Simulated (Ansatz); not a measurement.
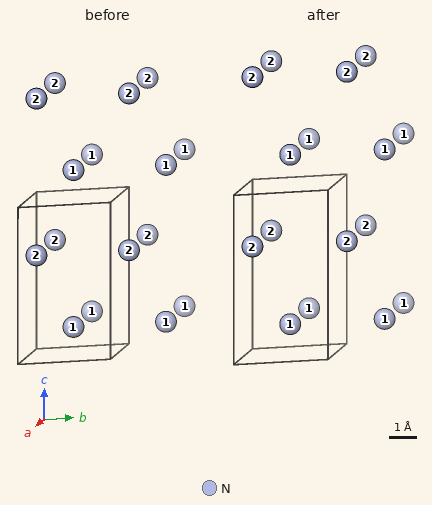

Left: a symmetric starting cell of N. Right: the same structure after one change, at the same scale. The picture is a ball-and-stick view of the cell of the calculation, repeated 2 × 2 × 2 with one cell outlined, seen slightly off an axis.

Computed with DFT PBE, scalar-relativistic, plane waves, PAW in Ansatz. (plane-wave cutoff 420 eV; k-point mesh 15 × 15 × 8; occupations gaussian; smearing width 0.1 eV; no spin polarisation)

Question: Which change leads from the left to the right?

Answer: The cell is strained by +8.0 % along c and +2.0 % across it (volume +12.4 %), the atoms keeping their fractional coordinates. No relaxation follows. The starting cell wasn't computed here and needn't be at equilibrium, so pressure and forces aren't due to the change alone.

Question: What does the change do?

Answer: The pressure is −5.5 GPa (not all of it need come from the change, since the unchanged cell can be under pressure at this level too). The principal stresses (compression positive) are −4.8 GPa along c and −5.9 GPa across it. All forces vanish by symmetry. The space group stays P6_3/mmc (No. 194).
